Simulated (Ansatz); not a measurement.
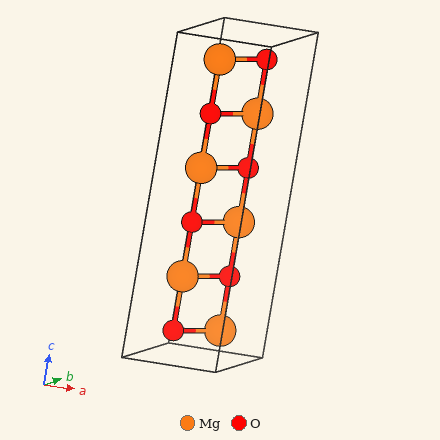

The system is MgO (P6_3/mmc, No. 194; 12 atoms in the cell); the picture shows the reference structure. Gamma surface: rigid slide across a plane, one fault a cell; the plane is (0 0 1) of the conventional cell, and the faces at the cut hold Mg/O and Mg/O. Places are given modulo a cell vector. The map is drawn in real space over the plane of the slide. Nothing is relaxed (rigid halves, spacing across the cut fixed). The grid has 9 × 9 points; 19 points were computed and 62 follow by symmetry. Energies are in meV/Å², from the lowest grid point. Level of theory: DFT LDA, scalar-relativistic, plane waves, PAW in Ansatz. Settings: cutoff 520 eV, k-mesh 8×8×2 in the order of the run's cell vectors, gaussian smearing 0.05 eV, no spin polarisation.

Its coordinates:

```xyz
12
Lattice="-3.4518 0.0000 0.0000 -1.7259 -2.9893 0.0000 0.0000 0.0000 12.4189" Properties=species:S:1:pos:R:3 pbc="T T T"
Mg   -3.4518   -1.9929    1.0351
Mg   -3.4518   -1.9929    5.1748
Mg   -3.4518   -1.9929    9.3144
Mg   -1.7259   -0.9964   11.3842
Mg   -1.7259   -0.9964    3.1049
Mg   -1.7259   -0.9964    7.2446
O    -3.4518   -1.9929   11.3842
O    -3.4518   -1.9929    3.1049
O    -3.4518   -1.9929    7.2446
O    -1.7259   -0.9964    1.0351
O    -1.7259   -0.9964    5.1748
O    -1.7259   -0.9964    9.3144
```

Range: slide along a1 from 0.000 to 0.889; slide along a2 from 0.000 to 0.889.

> Predict the map.

The lowest grid point is at (0/9, 0/9) of the cell vectors. It is the only kind of minimum in the scanned range. The highest grid point, (3/9, 3/9) of the cell vectors, lies 308 meV/Å² above the lowest. On the interpolated surface the easiest way out of the lowest well to its copy in the next cell or period passes a barrier of about 250 meV/Å². The gap on the k-mesh is 3.5 eV at the lowest point and runs from 1.0 to 3.5 eV over the map.

```tsv
slide along a2 ↓, slide along a1 →	0/9	1/9	2/9	3/9	4/9	5/9	6/9	7/9	8/9
8/9	25	25	73	154	232	265	232	154	73
7/9	93	70	93	154	230	283	283	230	154
6/9	180	149	149	180	232	283	304	283	232
5/9	243	229	225	229	243	265	283	283	265
4/9	243	264	283	283	264	243	232	230	232
3/9	180	229	283	308	283	229	180	154	154
2/9	93	149	225	283	283	225	149	93	73
1/9	25	70	149	229	264	229	149	70	25
0/9	0	25	93	180	243	243	180	93	25
```

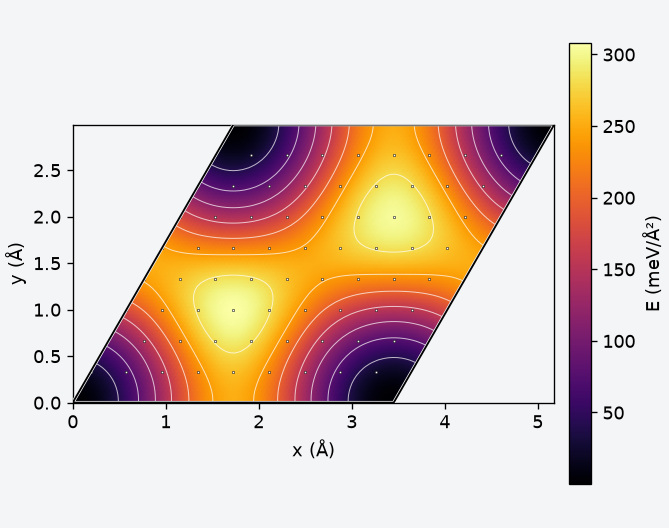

The picture shows a smooth colour map with a few white contour lines, dots at the grid points, the outline of one cell of the plane. Between grid points the surface is interpolated.

Each point was launched as `ansatz run input.yaml --threads 2 --pin off --max-ram 4096MiB --backend cpu --events-out ev --progress --plain --runs-dir out`. Time for the 19 points that were run: 10 min on 2 threads of Intel(R) Xeon(R) Processor @ 2.50GHz (Skylake/Cascade Lake) (shared host).

PAW datasets: the set soft_1.
